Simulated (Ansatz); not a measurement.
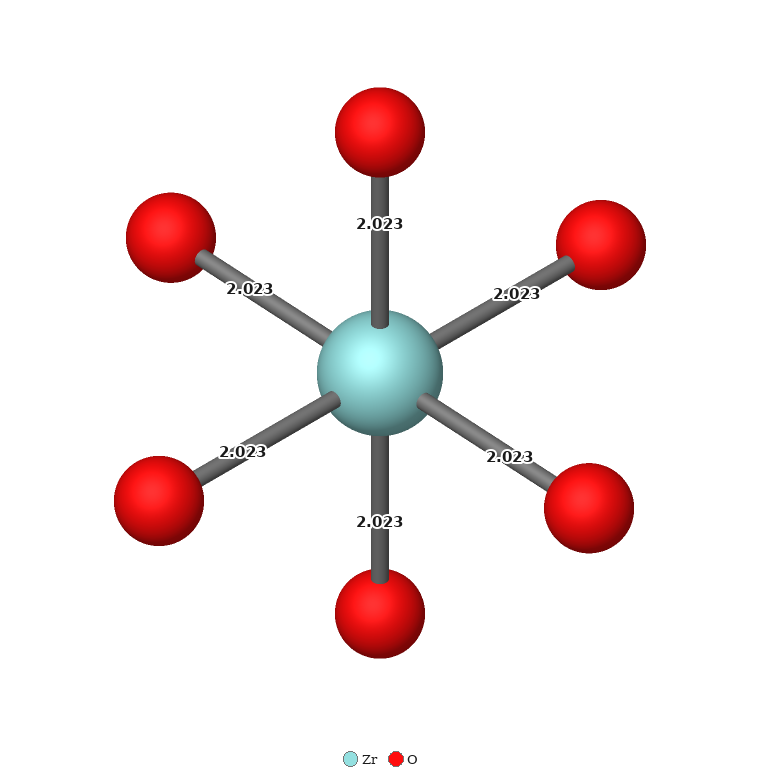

The surroundings of site Zr1 (at 0.500, 0.500, 0.500) in BaZrO3 (Pm-3m, No. 221), with bond lengths in Å.

The cell is taken from coordinates from a relaxation at a target pressure of 20 GPa with DFT PBEsol, scalar-relativistic, plane waves, PAW in Ansatz.

```yaml
crystal:
  lattice:
    - [4.04527, 0.00000, 0.00000]
    - [0.00000, 4.04527, 0.00000]
    - [0.00000, 0.00000, 4.04527]
  atoms:
    - { symbol: Ba, position: [0.00000, 0.00000, 0.00000] }
    - { symbol: Zr, position: [0.50000, 0.50000, 0.50000] }
    - { symbol: O, position: [0.50000, 0.00000, 0.50000] }
    - { symbol: O, position: [0.50000, 0.50000, 0.00000] }
    - { symbol: O, position: [0.00000, 0.50000, 0.50000] }
```

Bond valence s = exp((R0 − d)/b), R0 fitted to published crystal structures with b = 0.37 Å; R0 in Å: Zr4+–O 1.933.

Calculate the bond-valence sum of Zr1 from the bonds drawn.

6 × 0.784 = 4.70 v.u., against a formal valence of 4: overbonded (bonds short for this ion) by 0.70.

Further R0 (Å): Ba2+–O 2.279.

And over the whole structure?

```csv
site,"x, y, z",formal valence,bond-valence sum,difference
Ba1,"0.000, 0.000, 0.000",+2,2.51,0.51
Zr1,"0.500, 0.500, 0.500",+4,4.73,0.73
O1,"0.500, 0.000, 0.500",−2,2.41,0.41
```

These sums include all anions within 5 Å. The global instability index (root mean square of the differences over all atoms) is 0.51 v.u.: above 0.2, which by the usual rule of thumb marks a strained structure.
